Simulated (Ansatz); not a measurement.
**Nudged elastic band of Si12NO22 (part 3 of 3)**

Continued. System: Si12NO22 (defect cell, 35 atoms in the cell). Method: DFT PBEsol, scalar-relativistic, plane waves, PAW, PAW set soft_1, spin-polarised (Ansatz 0.2.0); cutoff 420 eV, 2×2×1 k-mesh, Gaussian smearing of 0.02 eV, collinear spins. The structure derives from an entry of the Crystallography Open Database. The run did not end well. One setting was made poor on purpose. It belongs to a series of runs on one base structure; here: band between the two ends.

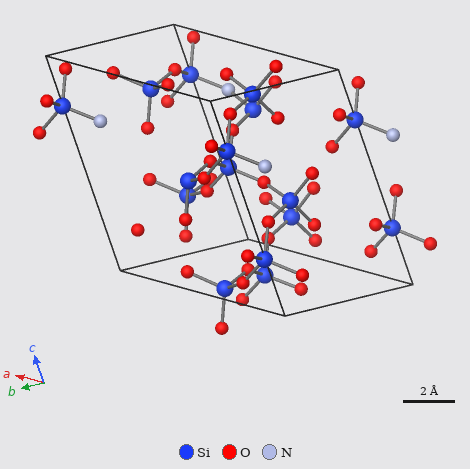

The structure as given in the input (ball-and-stick view of the cell of the calculation, seen at an oblique angle; bonded neighbours outside the cell are drawn too). An atom can appear more than once, as a periodic image.

Output, continued
```
  k-point 2 ↑: bands = ["-16.7675", "-16.7297", "-16.5451", "-16.4008", "-16.1033", "-16.0806", "-16.0059", "-15.7909", "-15.6171", "-15.3397", "-15.2915", "-15.2154", "-15.0475", "-14.9648", "-14.9557", "-14.9152", "-14.8803", "-14.8545", "-14.8336", "-14.8134", "-14.8079", "-14.7692", "-9.2478", "-6.4704", "-6.3033", "-6.2104", "-5.7409", "-5.1771", "-5.0916", "-5.0313", "-4.5365", "-4.1847", "-3.6908", "-3.5792", "-3.5037", "-3.2542", "-3.2191", "-3.1550", "-3.0231", "-3.0032", "-2.8236", "-2.7669", "-2.6787", "-2.5301", "-2.2670", "-1.4737", "-1.0283", "-1.0067", "-0.8983", "-0.8234", "-0.6909", "-0.6619", "-0.5929", "-0.4551", "-0.3845", "-0.2164", "-0.2017", "-0.1783", "-0.0633", "0.0529", "0.0663", "0.2239", "0.3075", "0.3406", "0.4124", "0.4586", "0.5120", "0.6085", "0.6926", "0.7984", "0.8407", "0.9477", "0.9600", "1.0291", "1.0901", "1.1888", "1.2102", "1.3089", "1.3756", "1.4446", "1.5429", "1.6135", "1.6760", "1.7772", "1.8681", "1.9030", "1.9702", "2.0970", "2.1673", "2.1797", "2.6958", "4.1909", "5.4855", "7.5786", "8.8485", "9.5656", "9.6987", "10.1515", "10.3091", "10.4651", "10.7961", "11.0315", "11.3367", "11.4100", "11.4497", "11.5169", "11.6947", "11.7540", "11.8475", "11.9301", "12.1090", "12.2532", "12.3065", "12.4484", "12.5894", "12.6801", "12.7992", "12.8543", "12.9890", "13.1022", "13.2084", "13.2885", "13.4238", "13.4540", "13.5418", "13.7286", "13.7725", "14.0149"]
  k-point 3 ↓: bands = ["-16.6222", "-16.5643", "-16.5331", "-16.5212", "-16.4306", "-16.0615", "-16.0216", "-15.7697", "-15.5914", "-15.5279", "-15.3222", "-15.0568", "-14.9909", "-14.9690", "-14.9384", "-14.9039", "-14.8587", "-14.8276", "-14.8168", "-14.8038", "-14.7989", "-14.7680", "-9.2195", "-7.0167", "-6.1990", "-6.1521", "-5.5969", "-5.2032", "-5.0272", "-4.8924", "-4.1546", "-4.0314", "-3.9189", "-3.7906", "-3.6219", "-3.4112", "-3.1783", "-3.1370", "-3.1254", "-2.9951", "-2.8740", "-2.6809", "-2.6147", "-2.3367", "-2.2530", "-1.4196", "-0.9856", "-0.9360", "-0.9066", "-0.7263", "-0.6638", "-0.6092", "-0.4532", "-0.4338", "-0.4106", "-0.2987", "-0.2003", "-0.1249", "-0.0702", "-0.0257", "0.0405", "0.1292", "0.1823", "0.2647", "0.4137", "0.4739", "0.5006", "0.5482", "0.6023", "0.6518", "0.8134", "0.9219", "0.9737", "0.9995", "1.0465", "1.1614", "1.2065", "1.2518", "1.2800", "1.3935", "1.5737", "1.6791", "1.7542", "1.8206", "1.8823", "1.9739", "2.0315", "2.0802", "2.1698", "2.2471", "2.7103", "4.1779", "5.5051", "7.6503", "8.9779", "9.6895", "9.9002", "10.1789", "10.5091", "10.6342", "10.6900", "10.8603", "11.1610", "11.2590", "11.3185", "11.5381", "11.5800", "11.7603", "11.8570", "11.9221", "12.1542", "12.2450", "12.3381", "12.4306", "12.4898", "12.5768", "12.7013", "12.8853", "12.9678", "13.0430", "13.1833", "13.3656", "13.5012", "13.5131", "13.6161", "13.7450", "13.8947", "13.9798"]
End of that report.
this run last wrote the band of iteration 50 to [file]
Error: NEB band did not converge after 50 iterations: max|band force component| = 1.35e0 eV/Å (threshold 5.0e-2); raise `neb.max_iterations` in a new run, which can start from the last band evaluated (`neb.initial_path`, with `crystal.atoms` and `neb.final_atoms` set to its first and last images), add images, or start from endpoints closer to local minima. Where this run's directory can be resumed (`checkpoint.write`), a resume goes on for up to `neb.max_iterations` more; to start a new run from the last band, take its images' positions from the `neb_iteration` event of iteration 50 (`data.images[].positions_ang`), in the event stream of the run that computed that iteration (not this run's, if it was resumed behind it). With `checkpoint.write`, `steps/00-neb/state/checkpoint.json` in the run directory holds the last saved band, under `neb.evaluated.images[].positions_ang` (a band under a hybrid functional on support functions is neither saved nor resumed: `neb.initial_path` says where its path is): check the last entry of `neb.iterations` there, which is earlier than 50 if that iteration was not saved or its write failed. If the band's step has no `state` directory and holds `state.next`, a write was cut short, and the file is under `state.next` instead (behind a loss of power it can be under `state.prev`)
this run wrote the band of iteration 50 to [file] as well, whether or not its events were kept: a new run's `neb.initial_path` can list its `images[].positions_ang`
a run's events are kept only if it was started with --events-out <file>, and are in that file
```

The last band as extended XYZ (Å, eV, eV/Å)
```
35
Lattice="-2.4582 4.2577 5.4084 4.9164 0.0000 5.4084 4.9164 8.5154 0.0000" Properties=species:S:1:pos:R:3:forces:R:3 image=0 energy=-20208.28017
Si    7.1823    8.5142    3.6376    1.2376   1.4395  -1.1176
Si    3.8167    1.9907    7.2222   -2.6318   0.0851   0.3701
Si    1.2392    2.2655    0.0329    3.8378   0.9550  -4.3597
O     6.3000    9.7200    4.2874    0.1020  -2.3053  -2.5001
O     0.7968    4.8575    7.8235   -0.4009   0.3082   0.8151
O     0.2801    6.6984    6.0770   -0.9238   0.9380  -1.1398
O     0.3058    1.7882    1.1144   -1.7375  -1.5723   3.0093
O     3.8570    3.1292    8.3878   -1.2127  -2.1122  -1.4729
O     0.7836    3.6392    4.7879   -0.0347   0.1806  -0.4258
Si    4.7548    4.2795    3.6024   -0.4163   0.7563  -0.1014
Si    6.2314    6.2486    7.1860   -1.9911   1.7978   0.6515
Si    3.7475    6.5410    0.0266   -0.6489  -0.1822  -0.8678
O     3.8556    5.4383    4.2934    0.1811  -1.8936  -2.2847
O     3.2372    9.1493    7.8510   -0.2119  -0.5082  -0.0997
O     2.7844   11.0242    6.0060    0.5463   0.3847   1.0604
O     2.7160    5.9711    1.2071    3.2666   0.3611  -0.9743
O     3.2674    7.8946    4.7179    1.4554  -1.2027   1.6528
Si   -0.1572    4.2263    3.5807    2.1739   1.9301   1.9200
Si    1.2972    6.2952    7.2149    0.9243  -1.6581   0.7359
Si    3.6990    6.5071    5.4025    4.6899   2.8540  -1.4302
O     3.8675    5.3835    9.6579   -0.6895   1.1535   0.5066
O     0.7851    4.8985    2.3972   -0.8263  -1.3345   1.3478
O     5.2234    6.8013    6.0568   -0.7336   0.2726  -0.1661
O     2.8030    6.0169    6.4880   -5.0700  -1.0760   5.0809
O     3.7733    3.1580    2.9976    0.0741  -0.5800  -0.8158
O     5.6621    3.6726    4.7526    1.0576  -1.2766   1.2637
Si    2.3392    8.4942    3.6311   -2.8927   2.8338  -1.3427
Si    3.7623   10.5180    7.2083    1.2399   0.4784  -0.6152
Si    1.3135    2.2400    5.4409    1.0895   2.6830   0.3593
N     6.2580    9.6995    9.6419    0.3137  -2.0728  -1.6157
O     3.2727    9.1218    2.4550    0.6836  -0.2854  -0.6857
O     2.8005    2.4970    6.0547    0.1782   0.0295   0.1890
O     5.2768   10.2578    6.5763   -2.4928  -0.4322   1.8982
O     6.2921    7.3716    2.9856   -0.8261  -0.4523  -0.4981
O     8.1290    7.9571    4.7808    0.6892  -0.4972   1.6528
35
Lattice="-2.4582 4.2577 5.4084 4.9164 0.0000 5.4084 4.9164 8.5154 0.0000" Properties=species:S:1:pos:R:3:forces:R:3 image=1 energy=-20210.30279
Si    7.4357    8.3628    3.4121    0.0195  -0.0221  -0.0403
Si    3.5069    2.2888    7.1611    0.0047  -0.0010  -0.0031
Si    1.2666    2.1288    0.1821   -0.0039   0.0803   0.1148
O     6.6435    9.3063    4.4237   -0.1059  -0.0696   0.1451
O     1.2172    4.9219    8.0534    0.1510   0.0086   0.0113
O    -0.0413    6.7147    6.6470   -0.0182   0.1354  -0.0311
O    -0.0746    1.8332    1.0033    0.0313  -0.0286  -0.0196
O     3.7473    3.6015    8.0437   -0.1406   0.0946  -0.0053
O     0.8712    3.2369    4.1595    0.0866  -0.1103  -0.0508
Si    5.0447    4.2586    3.7616    0.2459  -0.0436  -0.1273
Si    6.2001    6.7092    7.3759    0.1142   0.1664   0.0885
Si    3.5772    6.0784   -0.0768   -0.0888  -0.0431   0.1439
O     4.2751    5.1881    4.8037   -0.0862   0.1394   0.2773
O     3.3749    9.3654    8.0470    0.0619   0.1028   0.0688
O     2.5125   10.8093    5.9804    0.1122   0.0201  -0.0854
O     2.4791    6.0607    1.1002    0.0810  -0.0750  -0.0419
O     3.5863    7.6072    4.1886    0.0070  -0.0020  -0.0634
Si   -0.1297    4.3418    3.5929    0.0587   0.1191   0.0718
Si    1.3423    6.3806    7.3653    0.0002  -0.0751   0.0354
Si    3.8705    6.6119    5.4362   -0.1261  -0.0231  -0.1677
O     3.9692    5.0244   10.1955   -0.0006  -0.2160   0.0624
O     0.7001    5.4845    2.8326   -0.0362  -0.0176   0.1097
O     5.0553    7.2333    6.3466    0.0030   0.1290   0.0247
O     2.5758    6.3462    6.3445   -0.0016   0.0379  -0.0137
O     3.9922    3.2573    3.0834   -0.1542  -0.0126  -0.0220
O     6.1298    3.3961    4.5872    0.0442  -0.1095  -0.0881
Si    2.3149    8.3031    3.4087   -0.0165  -0.0072   0.0343
Si    3.7044   10.5758    7.0292   -0.1303  -0.0542   0.0649
Si    1.2651    2.1021    5.2148    0.0084   0.0151  -0.2693
N     6.2379    8.7778   10.1078    0.0013  -0.1691   0.0329
O     2.9491    9.5540    2.5914   -0.0257  -0.1064  -0.0772
O     2.4514    2.7554    6.0562   -0.0169   0.1595  -0.0067
O     5.0117   10.1429    6.2059   -0.0265  -0.0364   0.0718
O     6.3773    7.7271    2.3727   -0.1338   0.0651  -0.0845
O     8.1089    7.1497    4.2076    0.0808  -0.0509  -0.1601
35
Lattice="-2.4582 4.2577 5.4084 4.9164 0.0000 5.4084 4.9164 8.5154 0.0000" Properties=species:S:1:pos:R:3:forces:R:3 image=2 energy=-20209.87468
Si    7.3881    8.4041    3.7160    0.1094  -0.0726  -0.0390
Si    3.5454    2.1837    7.1761    0.2772   0.1671  -0.1891
Si    1.3477    2.2375    0.2002   -0.0433   0.0478   0.0475
O     6.4002    9.6166    4.1321   -0.1513   0.1605  -0.0734
O     1.0165    4.6088    7.9312    0.0145  -0.0467  -0.1245
O     0.2871    6.6010    6.3759   -0.1142   0.2146  -0.0473
O     0.1648    2.1774    1.2792    0.0243  -0.1584   0.0224
O     3.5424    3.2629    8.3860   -0.1071   0.0348   0.0442
O     0.8671    3.6374    4.3481    0.0647   0.0716   0.0099
Si    5.1776    4.0264    3.5331   -0.0173  -0.0523   0.1354
Si    5.9362    6.5374    7.0747    0.0354  -0.0734   0.1642
Si    3.7304    6.5184    0.2204    0.0268   0.1920  -0.1602
O     4.1127    5.0052    4.2248    0.1550   0.1015  -0.1490
O     3.5501    8.9657    7.7380   -0.1002  -0.0896  -0.0466
O     2.5137   11.1660    6.6170   -0.2444  -0.1435  -0.4294
O     2.4888    6.0564    1.2209   -0.3433   0.0069   0.1602
O     3.0055    7.2878    4.0346    0.2717  -0.2728   0.2315
Si   -0.3686    4.3574    3.6094   -0.0327  -0.0532  -0.0239
Si    1.4833    5.9864    7.2381    0.0261  -0.0110  -0.0274
Si    3.7105    6.2875    5.0922   -0.1667   0.0412  -0.1040
O     3.6812    5.1802   10.0937    0.0372  -0.1894  -0.0436
O     0.2505    5.3863    2.5048    0.1518   0.1791  -0.0455
O     4.9917    7.0006    5.8271    0.2260  -0.0320   0.1014
O     2.7120    5.7513    6.2269   -0.0338  -0.1058   0.1862
O     4.3643    2.7534    2.9905   -0.0862   0.0382   0.0939
O     6.2282    3.5479    4.6644   -0.0362   0.0875   0.0035
Si    2.2467    8.5865    3.4803   -0.0918   0.5050   0.1849
Si    3.8156   10.4935    7.2553    0.0907   0.0253   0.2587
Si    1.2708    2.3186    5.1811    0.1536  -0.1913  -0.0437
N     6.5488    9.6479    9.9105   -0.2069  -0.3539  -0.0724
O     3.0719    9.2131    2.2281    0.0776  -0.0195  -0.0400
O     2.6342    2.7122    5.9537   -0.0226  -0.2145   0.0223
O     5.0697   10.3749    6.2524   -0.0151   0.1797  -0.1441
O     6.5581    7.1387    3.1566    0.0487   0.0247   0.1043
O     8.2001    7.9766    5.0329    0.0224   0.0022   0.0326
35
Lattice="-2.4582 4.2577 5.4084 4.9164 0.0000 5.4084 4.9164 8.5154 0.0000" Properties=species:S:1:pos:R:3:forces:R:3 image=3 energy=-20207.57341
Si    7.2341    8.2954    3.4461   -0.2439   0.2146   0.0604
Si    3.7868    2.2174    7.1389    0.0095   0.1158  -0.1072
Si    1.3475    2.1603    0.0861    0.0612   0.2151  -0.1563
O     6.3300    9.5126    4.0266    0.0728  -0.1612   0.0254
O     0.9328    4.6544    7.8130    0.1098  -0.0496  -0.0527
O     0.3865    6.5379    6.0608    0.0304   0.2983  -0.0709
O     0.3770    1.8597    1.3174   -0.0494  -0.3078   0.0084
O     3.8995    3.6222    7.9043   -0.2412   0.0831  -0.0254
O     0.7242    3.4755    4.5569    0.3000   0.0592  -0.1765
Si    4.9046    4.1055    3.5967   -0.1408   0.1102   0.0507
Si    6.0076    6.9354    7.6032   -0.9350   1.0168   1.1616
Si    3.4012    6.3142    0.2166    0.2380   0.4959   0.2022
O     4.0535    5.2921    4.2872    0.0730  -0.1335  -0.0533
O     3.2957    8.9279    7.7545   -0.1279  -0.0415  -0.2246
O     2.5541   10.6893    5.9360    0.0130  -0.1973  -0.1901
O     2.6810    6.8075    1.7214    0.0183   0.1709   0.2332
O     3.3230    7.6948    4.5917    0.6342   0.3544   0.2311
Si   -0.1790    4.4168    3.6060   -0.0081   0.1422   0.2090
Si    1.4036    6.0900    7.2255    0.1009  -0.1990  -0.0636
Si    3.8787    6.4321    5.4108   -0.2406  -0.1797  -0.0202
O     3.6148    5.1908    9.8774   -0.0375  -0.1899   0.0451
O     0.7647    5.5624    2.9694    0.1457  -0.2316  -0.0011
O     5.2172    6.9092    6.1910   -0.0272   0.1984  -0.2842
O     2.8438    5.9096    6.5256    0.0487  -0.0188   0.1644
O     3.9427    2.9415    2.9969   -0.2544   0.0438   0.1196
O     5.8217    3.5369    4.7867    0.1620  -0.0290   0.0453
Si    2.5453    8.4202    3.4119    0.0516   0.6850   0.6526
Si    3.7101   10.3083    7.0199    0.1965  -0.0186   0.2188
Si    1.2991    2.1025    5.1916   -0.1208   0.1916   0.2092
N     5.8428    8.5897    8.9399   -0.0051  -2.4168  -2.1508
O     3.4206    9.5618    2.7580    0.3650   0.0467   0.1645
O     2.7520    2.3336    5.9003   -0.1630  -0.0098  -0.0390
O     5.1438   10.1325    6.3017   -0.0879  -0.1319  -0.0709
O     6.2555    7.2298    2.7242   -0.0519   0.1699  -0.0323
O     8.0222    7.6058    4.6735    0.1043  -0.2961  -0.0827
35
Lattice="-2.4582 4.2577 5.4084 4.9164 0.0000 5.4084 4.9164 8.5154 0.0000" Properties=species:S:1:pos:R:3:forces:R:3 image=4 energy=-20209.86642
Si    7.2257    8.5154    3.6056   -0.2178   0.3645  -0.4068
Si    3.7617    2.0000    7.2112    0.1308   0.2976  -0.0245
Si    1.3035    2.2577    0.0000    0.1820  -0.0046  -0.2221
O     6.2917    9.6547    4.2487   -0.1608  -0.1138  -0.1021
O     0.7839    4.8791    7.8543    0.0361  -0.3910   0.0544
O     0.2990    6.7547    6.0515    0.1150   0.1751   0.0404
O     0.2990    1.7607    1.1597    0.0680  -0.2631   0.1373
O     3.8335    3.1184    8.3709   -0.3498  -0.1128   0.0985
O     0.7839    3.6362    4.7653    0.1169   0.0850   0.1963
Si    4.7675    4.2577    3.6056   -0.0067  -0.0330   0.1171
Si    6.2199    6.2577    7.2112   -1.0374  -0.0331  -0.1139
Si    3.7617    6.5154    0.0000    0.2017  -1.0811  -0.3011
O     3.8335    5.3970    4.2487   -0.2158  -0.0235  -0.1629
O     3.2420    9.1368    7.8543    0.1581  -0.0393  -0.1943
O     2.7571   11.0124    6.0515    0.0634   0.3263  -0.3357
O     2.7571    6.0184    1.1597    1.1138  -0.6424  -0.9066
O     3.2420    7.8939    4.7653    0.3538   0.7728   0.6050
Si   -0.1488    4.2577    3.6056    0.2861   0.3738  -0.2168
Si    1.3035    6.2577    7.2112    0.0618   0.1958  -0.1654
Si    3.7617    6.5154    5.4084    0.0943  -0.1604   0.1483
O     3.8335    5.3970    9.6571   -0.3596  -0.0719  -0.0017
O     0.7839    4.8791    2.4459   -0.0066  -0.9459  -0.1510
O     5.2153    6.7547    6.0515   -0.1887   0.0497  -0.8085
O     2.7571    6.0184    6.5681    0.0493  -0.2192   0.1348
O     3.8335    3.1184    2.9625   -0.2548  -0.0370   0.1059
O     5.7002    3.6362    4.7653    0.0599   0.2635   0.1141
Si    2.3094    8.5154    3.6056   -0.2405   0.3828   0.5466
Si    3.7617   10.5154    7.2112    0.1550  -0.3061   0.1824
Si    1.3035    2.2577    5.4084   -0.0131   0.1065  -0.0365
N     6.2917    7.3761    8.3709   -0.9475   0.7208   1.5103
O     3.2420    9.1368    2.4459    0.4568   0.5306  -0.0542
O     2.7571    2.4970    6.0515    0.1152   0.1519  -0.1011
O     5.2153   10.2761    6.5681    0.0608  -0.1509   0.1729
O     6.2917    7.3761    2.9625   -0.1987  -0.0416   0.1155
O     8.1584    7.8939    4.7653    0.3191  -0.1258   0.0253
```

What the run reported

| quantity | value |
| --- | --- |
| outcome | not converged |
| barrier, forward (band not converged) | −0.437 eV |
| barrier, backward | 1.150 eV |
| wall time | 37 min (CPU time 1.9 h) |
| peak memory | 2.9 GiB |

What went wrong

The run did not converge: “NEB band did not converge after 50 iterations: max|band force component| = 1.35e0 eV/Å (threshold 5.0e-2); raise `neb.max_iterations` in a new run, which can start from the last band evaluated (`neb.initial_path`, with `crystal.atoms` and `neb.final_atoms` set to its first and last images), add images, or start from endpoints closer to local minima …” Its last values are not results. Notes on the run: a screening estimate came out negative during mixing; the PAW datasets were made with another functional; some starting moments were not kept. A deliberately poor setting: raw ends.
